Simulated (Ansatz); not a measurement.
PtSe₂: several calculations on one system

Part 1: Relaxation

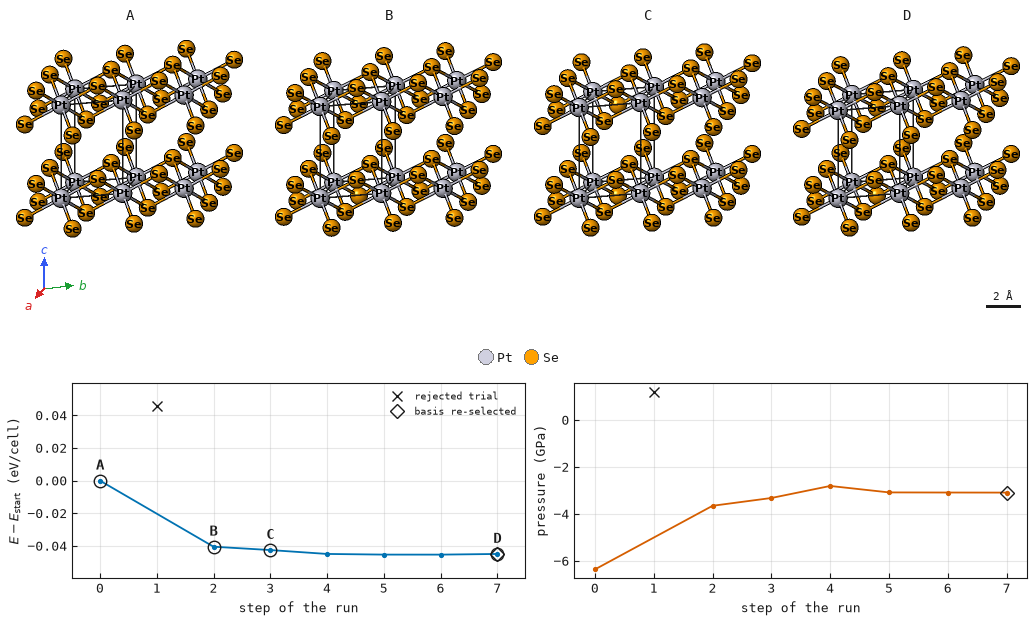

Frames of a relaxation of solid PtSe₂ (set up in P-3m1), marked on the history of the run. Style: ball-and-stick. Shown: the cell of the calculation, repeated 1 × 2 × 1 with one cell outlined, slightly off an axis.

Case: biaxial strain in the a-b plane of +3.0 %; c and atoms relaxed.

These are results of Ansatz, DFT r2SCAN, scalar-relativistic, plane waves, PAW, not measurements. Set-up: plane-wave cutoff 500 eV; k-point mesh 12 × 12 × 6; occupations gaussian; smearing width 0.02 eV; no spin polarisation; cell relaxed at fixed a, b, gamma; force threshold 0.008 eV/Å; at most 40 steps.

Describe the path.

Answer. The largest moves relative to the cell, 0.015 Å, are those of Se atoms. Pt stays in place. Cell: a = b unchanged at 3.829 Å, c 5.717 → 5.383 Å (−5.9 %). Volume −5.9 %. Some distances before and after: Pt–Se 2.572 → 2.541 Å. The space group stays P-3m1 (No. 164). After 5 accepted moves (7 points after the start) the energy has fallen by 44.9 meV per cell of the calculation. The largest force component goes from 0.63 to 0.00019 eV/Å. The pressure goes from −6.36 to −3.09 GPa. The line search rejected the trial step at point 1 of the run. The SCF was repeated once at an unchanged geometry on a basis and grid sized afresh for the cell, which shifted the energy by 0.4 meV per cell of the calculation at most. The run took 6 min on 1 thread of Intel(R) Xeon(R) Processor @ 2.50GHz (Skylake/Cascade Lake) (shared host), peak memory 0.71 GiB. From step 0 to 2: Se atoms move most (0.04 Å), volume −1.6 %, energy −40.5 meV per cell of the calculation. From step 2 to 3: volume −1.2 %, energy −2.1 meV per cell of the calculation. From step 3 to 7: Se atoms move most (0.04 Å), volume −3.2 %, energy −2.4 meV per cell of the calculation.

```
step  E − E(0), meV/atom  largest force component, eV/Å  pressure, GPa  volume, Å³/atom                      note
   0                0.00                         0.6264          -6.36           24.197                          
   1               15.15                         1.0125           1.21           23.895                  rejected
   2              -13.49                         0.0340          -3.65           23.814                          
   3              -14.17                         0.0210          -3.32           23.539                          
   4              -14.97                         0.0666          -2.81           22.826                          
   5              -15.10                         0.0042          -3.08           22.805                          
   6              -15.11                         0.0003          -3.09           22.781                          
   7              -14.97                         0.0002          -3.09           22.781  same geometry, new basis
```

Limits of the set-up: layers or molecules are held without a dispersion correction, so their spacing is unreliable.

Part 2: Relaxation

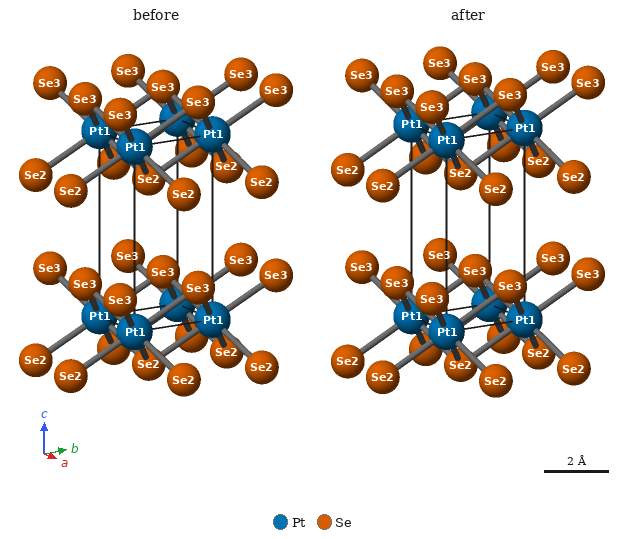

The structure of crystalline PtSe2 (set up in P-3m1) before (left) and after (right) a relaxation, at one scale.

Style: ball-and-stick. Shown: the cell of the calculation, slightly off an axis.

Case: biaxial strain in the a-b plane of -2.0 %; c and atoms relaxed.

Method: Ansatz, DFT r2SCAN, scalar-relativistic, plane waves, PAW.

Input
```yaml
crystal:
  lattice:
    - [3.643132635, 0.0, 0.0]
    - [-1.8215663175, 3.1550454112, 0.0]
    - [0.0, 0.0, 5.8917152836]
  atoms:
    - { symbol: Pt, position: [0.0, 0.0, 0.0] }
    - { symbol: Se, position: [0.6666666667, 0.3333333333, 0.7767977666] }
    - { symbol: Se, position: [0.3333333333, 0.6666666667, 0.2232022334] }
basis:
  ecutwfc: 500
kpoints:
  mp_grid: { grid: [12, 12, 6] }
hamiltonian:
  xc: r2scan
scf:
  occupations: { method: gaussian, width: 0.02 }
output:
  forces: true
  stress: true
  eigenvalues: true
relax:
  adjacent_minimum: "off"
  f_tol: 0.008
  max_steps: 40
  cell: { stress_tol: 0.015, fix: [a, b, gamma] }
```

Launched with:
```bash
ansatz run input.yaml --threads 1 --pin off --max-ram 2560MiB --backend cpu --events-out ev --progress --plain --runs-dir out
```

> Summarise the run.

The largest moves relative to the cell, 0.009 Å, are those of Se2 and Se3. Se2 goes along +c. Pt stays in place. Cell: a = b unchanged at 3.643 Å, c 5.892 → 6.096 Å (+3.5 %). Volume +3.5 %. Some distances before and after: Pt1–Se2 2.481 → 2.500 Å. The space group stays P-3m1 (No. 164). Over 6 accepted moves (8 points after the start) the energy falls by 6.3 meV per atom. Largest force component: 0.46 eV/Å at the start, 0.00013 eV/Å at the end. The pressure goes from 5.06 to 2.20 GPa. The SCF was repeated twice at an unchanged geometry on a basis and grid sized afresh for the cell, which shifted the energy by 0.1 meV per atom at most. The run took 5.8 min on 1 thread of Intel(R) Xeon(R) Processor @ 2.50GHz (Skylake/Cascade Lake), on a shared host, peak memory 0.67 GiB.

Limits of the set-up: layers or molecules are held without a dispersion correction, so their spacing is unreliable.

Part 3: A change

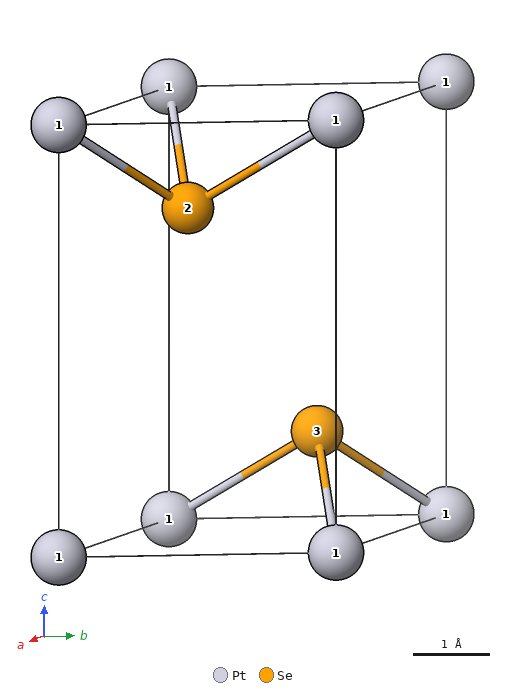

Reference structure: crystalline PtSe2 (set up in P-3m1). Style: ball-and-stick. Shown: the cell of the calculation, slightly off an axis.

Computed with DFT r2SCAN, scalar-relativistic, plane waves, PAW in Ansatz. Set-up: plane-wave cutoff 500 eV; k-point mesh 12 × 12 × 6; occupations gaussian; smearing width 0.02 eV; no spin polarisation.

Now this is done to it. Biaxial strain in the a–b plane, −2.0 %, is applied. The c axis and the atoms are relaxed.

Input file:

The input is the one shown above.

Question: What does the calculation give for the changed structure?

Answer: The energy rises by 9.6 meV per atom. Pressure: 0.0 GPa before, 2.2 GPa after. The principal stresses (compression positive) are 0.0 GPa along c and 3.3 GPa across it. Cell: a = b 3.717 → 3.643 Å (−2.0 %), c 5.822 → 6.096 Å (+4.7 %). Volume +0.6 %. The largest moves relative to the cell, 0.021 Å, are those of Se2 and Se3. Se2 goes along +c. Pt stays in place. Near-neighbour distances before and after: Pt–Se 2.515 → 2.500 Å. The space group stays P-3m1 (No. 164).

Drawn alike, the variant:

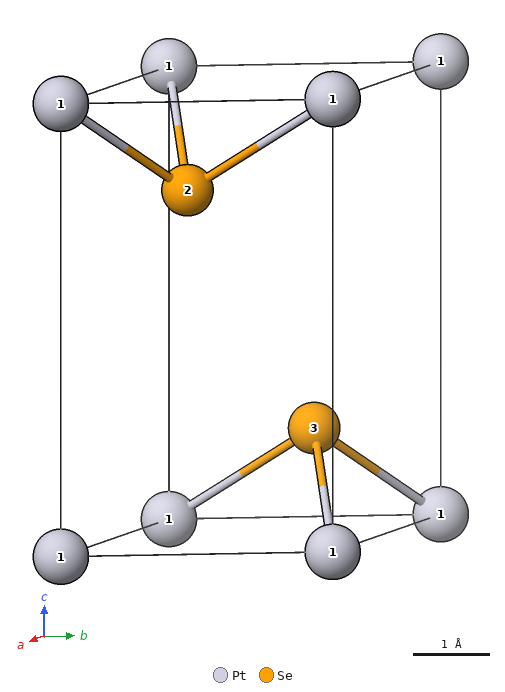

Limits of the set-up: layers or molecules are held without a dispersion correction, so their spacing is unreliable.
